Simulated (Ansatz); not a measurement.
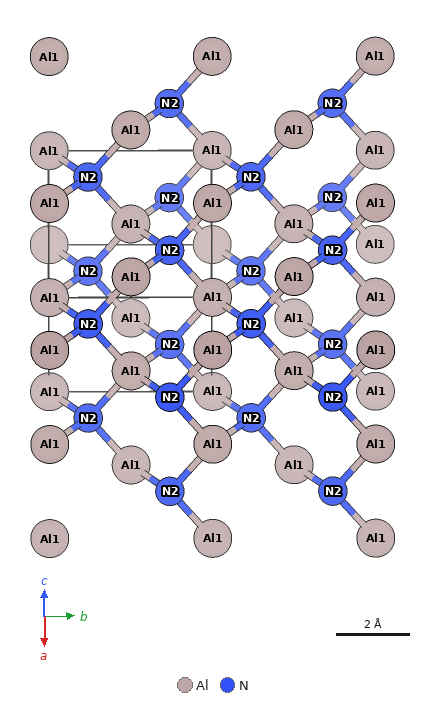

**Figure 1.** The structure as given in the input (ball-and-stick view of the cell 2 times as large as that of the calculation, set on its symmetry axes, repeated 2 × 2 × 2, seen at an oblique angle; atoms are numbered from 1 in the order of the input). Near neighbours in the crystal (not all of them lie inside the picture): Al has 4 N at 1.86 to 1.93 Å; N has 4 Al at 1.86 to 1.93 Å.

Single-point calculation of AlN

- system: AlN (2 atoms in the cell)
- method: DFT PBEsol, scalar-relativistic, plane waves, PAW, PAW set soft_1, no spin polarisation (Ansatz 0.2.0)

The structure derives from a Materials Project entry. Figures and captions count atoms from 1; the log counts them from 0 in places.

What the program printed:
```
Warning: [file] the record states the generating functional pbe (its physics header spells it `PBE`), which answers neither for hamiltonian.xc's functional nor for the pbesol family's — results may be inconsistent (PPs are generated against a specific XC)
Warning: [file] the record states the generating functional pbe (its physics header spells it `PBE`), which answers neither for hamiltonian.xc's functional nor for the pbesol family's — results may be inconsistent (PPs are generated against a specific XC)
Engine: ansatz 0.2.0, x86_64-unknown-linux-gnu
Pseudopotentials: kind: paw
Pseudopotential: Al, paw, valence charge 3, recommended cutoff 420 eV (normal), [file]
Pseudopotential: N, paw, valence charge 5, recommended cutoff 420 eV (normal), [file]
Functional definition: PBEsol
  exchange = pbesol_x
  correlation = pbesol_c
Crystal: 2 atoms, lattice volume = 20.933 Å³
Basis set: ecut = 520 eV, 567 PW (Γ), exchange–correlation on 48×48×48 points (8 copies of the dense FFT grid, shifted against one another)
Bands: 8, of which v1, the nominal top of the filled ones, is band 4 counted from 1 (3 counted from 0)
Symmetry: 2 space group operations
Space group: C2 (ITA 5), of the structure as read, at distance tolerance 2.8e-5 Å
k-points: 282 of 1000 (time reversal used)
Non-local potential: Al, projectors of the file, l = 0: 2, l = 1: 2, l = 2: 1
Non-local potential: N, projectors of the file, l = 0: 2, l = 1: 2, l = 2: 1
PAW form: soft (Blöchl's): semilocal exchange-correlation on the pseudo side does not see the compensation charge
PAW frozen core: Al, regenerated for the run's functional, and the local potential with it (the file was generated under x = pbe(κ = 0.804, μ = 0.2195149727645171), c = pbe(β = 0.06672455060314922))
PAW frozen core: N, regenerated for the run's functional, and the local potential with it (the file was generated under x = pbe(κ = 0.804, μ = 0.2195149727645171), c = pbe(β = 0.06672455060314922))
PAW one-centre angular grid: Al, 110 points (default); XC on 64 Gauss nodes
PAW one-centre angular grid: N, 110 points (default); XC on 64 Gauss nodes
Initial density: superposition of atomic densities (chi_scale 0.1, normalization cell, long waves kept (reshape's long-wave potential 0.00 eV rms))
Initial wavefunctions: pseudopotential atomic-orbital guess
Functional: x = pbesol(κ = 0.804, μ = 0.12345679012345678), c = pbesol(β = 0.046)
SCF iter   1: F=—  HF=-907.220714 eV  |F-HF|=—  |Δ(HF+E_count)|=         —  Δρ=1.30e-1  dr2=4.38e0  ethr=3.10e-3  ⟨swp⟩=4.3  Hψ=16319  notcnv=0
preconditioner: auto → none  [insulator: Δε(μ)=5.025 eV  Ē_g=16.369 eV  σ=0.050 eV  W_gap=1.00  n_scr=0 (ndim 8)  ℏωp=23.0 eV  f_vac=0.000  D(μ)=0.00/eV (n_scr^D=0)  ε∞_Penn≈3.0]
SCF iter   2: F=—  HF=-906.086388 eV  |F-HF|=—  |Δ(HF+E_count)|=    1.13e0  Δρ=7.45e-2  dr2=6.97e-1  ethr=3.10e-3  ⟨swp⟩=3.0  Hψ=7494  notcnv=0
SCF iter   3: F=—  HF=-905.885135 eV  |F-HF|=—  |Δ(HF+E_count)|=   2.01e-1  Δρ=2.24e-2  dr2=5.30e-2  ethr=3.10e-3  ⟨swp⟩=2.3  Hψ=5277  notcnv=0
SCF iter   4: F=—  HF=-905.871003 eV  |F-HF|=—  |Δ(HF+E_count)|=   1.41e-2  Δρ=1.07e-3  dr2=1.19e-4  ethr=6.63e-4  ⟨swp⟩=2.0  Hψ=3856  notcnv=0
SCF iter   5: F=—  HF=-905.870962 eV  |F-HF|=—  |Δ(HF+E_count)|=   4.16e-5  Δρ=3.04e-4  dr2=5.08e-6  ethr=1.48e-6  ⟨swp⟩=2.3  Hψ=3298  notcnv=0
SCF iter   6: F=—  HF=-905.870953 eV  |F-HF|=—  |Δ(HF+E_count)|=   8.71e-6  Δρ=3.01e-5  dr2=1.07e-7  ethr=6.34e-8  ⟨swp⟩=2.9  Hψ=3368  notcnv=0
SCF iter   7: F=-905.870953 eV  HF=-905.870953 eV  |F-HF|=5.74e-10  |Δ(HF+E_count)|=   1.56e-8  Δρ=4.86e-6  dr2=2.18e-9  ethr=1.25e-9  ⟨swp⟩=6.9  Hψ=10646  notcnv=0
SCF 1 converged in 7 iterations: F = -905.870953 eV  dr2 = 2.18e-9
  greatest PAW one-centre occupation: 0.787 electrons in one spin orbital (limit 2), on the N atom at site 1 (counted from 0), in its partial waves of l = 0
```

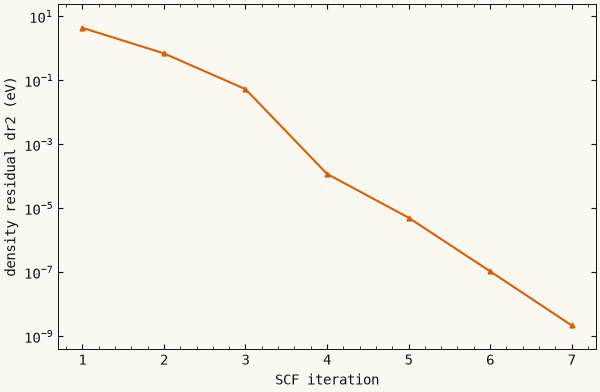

**Figure 2.** Convergence of the self-consistent field: density residual dr2 against the SCF iteration. The residual falls at every step.

```
SCF converged after 7 iterations
Free energy (F): -905.870953 eV
Harris-Foulkes:  -905.870953 eV  (|F-HF|=5.74e-10)
Internal energy: -905.870953 eV  (E = F + TS)
E sigma→0 (E₀):  -905.870953 eV
Fermi energy:    8.464355 eV
--- Per-component energies (eV) ---
  E_band       = 14.271274
  E_kinetic    = 155.758599
  E_local      = -208.259291  (includes V_loc(G=0)·N_el)
  E_nonlocal   = 44.966376
  E_hartree    = 76.161929
  E_xc         = -97.908146
  E_vxc        = -106.389207  (∫ρ·V_xc dr)
  E_paw        = -580.382017  (= ΣΔE_a)
  E_vpaw       = -24.129280  (= ΣTr[D̂ρ^β])
  E_aug_tail   = -0.000027  (compensation charges beyond the density's cutoff)
  E_ewald      = -296.255614
  E_core_change = 0.047238  (= ΣΔE_core)
  E_smearing   = -0.000000  (= −TS)
  E_closure    = 0.000000  (closes the sum)
  Σ components = -905.870953   (vs F -905.870953, Δ=0.00e0)
--- Forces (eV/Å), atoms counted from 1 ---
  atom   1  Al    -0.86313583     0.00000000     0.00000000
  atom   2  N      0.86313127     0.00000000     0.00000000
  max |Σ_I F_I| component: 4.55e-6 eV/Å
--- Stress (GPa, compression-positive) ---
       -2.418209       0.000000       0.000000
        0.000000       5.293655      -3.985093
        0.000000      -3.985082      -1.762401
  P = ⅓ Tr σ = 0.3710 GPa (3.710 kbar)
--- Band table (eV; the first three rows and the last of 282) ---
  k-point 0: bands = ["-8.0928", "6.6743", "6.7538", "7.0753", "10.8805", "19.2084", "19.2952", "19.2990"]
  k-point 1: bands = ["-7.9450", "5.9206", "6.6594", "7.0128", "11.5318", "18.7959", "19.3815", "19.4466"]
  k-point 2: bands = ["-7.5240", "4.3359", "6.4810", "6.9177", "12.6361", "17.8817", "18.9619", "19.7330"]
  k-point 281: bands = ["-5.4836", "1.6703", "5.2585", "5.2601", "10.1537", "15.6203", "20.1449", "21.5528"]
```

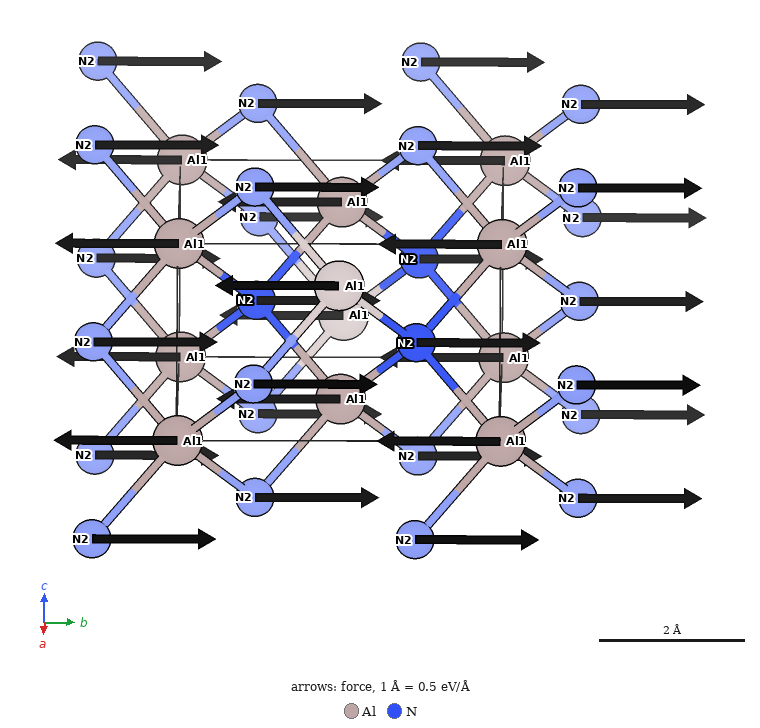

**Figure 3.** Forces on the atoms as black arrows (ball-and-stick view of the cell 2 times as large as that of the calculation, set on its symmetry axes, seen at an oblique angle; neighbours outside the cell are drawn fainter; atoms are numbered from 1 in the order of the input). The largest act on Al1 (0.86 eV/Å); N2 (0.86 eV/Å). The geometry is not a stationary point of this energy.

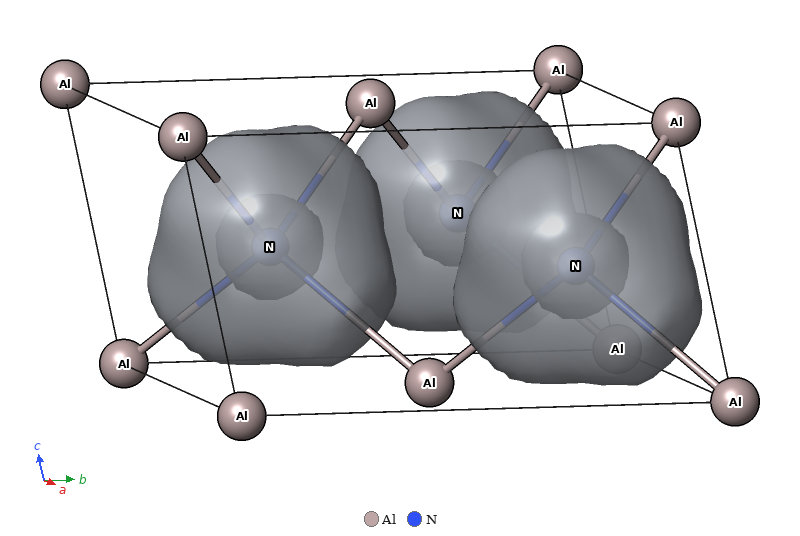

**Figure 4.** Isosurface of the ELF at 0.7 (grey), seen slightly off an axis. Only the valence region is drawn (cores and ρ < 0.01 e/Å³ removed). Sticks mark near contacts. The outline is the cell set on symmetry axes. Profiles from the grid: Al–N (1.86 Å): the ELF peaks at about 0.90 between the atoms (a shared but strongly polarised pair). Al–N (1.93 Å): the ELF is about 0.85 at the midpoint. Core electrons are frozen (PAW), so the fields are smoothed inside the atomic spheres.

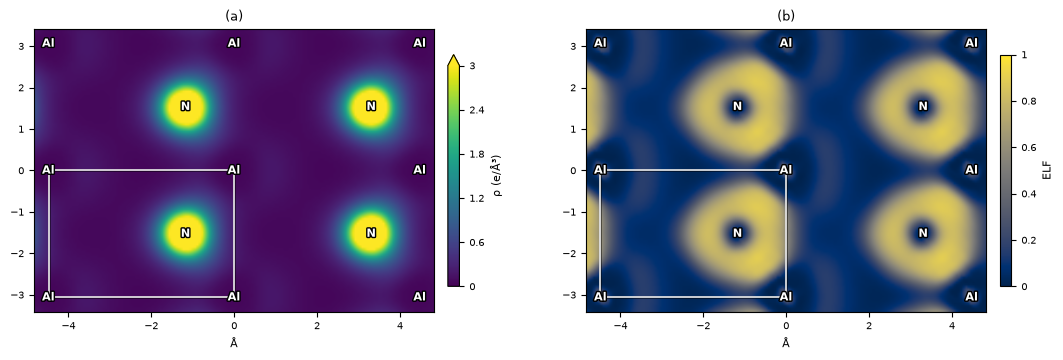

**Figure 5.** (a) valence electron density; (b) ELF on the (100) plane of the conventional cell. Away from the nuclei the density in this plane falls to 0.05 e/Å³ at its lowest.

This output came from the following input.

The input:
```yaml
crystal:
  lattice:
    - [0.0, 2.0864464112, 2.2397618115]
    - [2.2397618115, 0.0, 2.2397618115]
    - [2.2397618115, 2.0864464112, 0.0]
  atoms:
    - { symbol: Al, position: [-0.0045066557, 0.0045066557, 0.0045066557] }
    - { symbol: "N", position: [0.758681124, 0.741318876, 0.741318876] }
basis:
  ecutwfc: 520.0
kpoints:
  mp_grid: { grid: [10, 10, 10] }
hamiltonian:
  xc: pbesol
  pseudopotentials: { kind: paw, azcp: { folder: soft_1 } }
scf:
  occupations: { method: gaussian, width: 0.05 }
output:
  forces: true
  stress: true
  eigenvalues: true
  write_density: true
  write_potential: true
  elf: true
  volumetric_format: npy
```

Launch command:
```bash
ansatz run input.yaml --threads 1 --pin off --max-ram 2048MiB --backend cpu --events-out ev --progress --plain --runs-dir out
```

Results in brief:

- outcome: converged
- space group (tolerance 0.01 Å): C2 (5)
- electrons treated: 8
- free energy: −905.8710 eV
- Fermi energy: 8.464 eV
- gap on the k-point mesh: 2.78 eV
- pressure: 0.37 GPa
- largest force (length of the vector): 0.863 eV/Å
- hardware: 1 thread of Intel Xeon (Granite Rapids), 32 GiB of memory available, shared host
- wall time: 4 s
- peak memory: 0.43 GiB

Notes:

Warnings of the run: the PAW datasets were made with another functional.
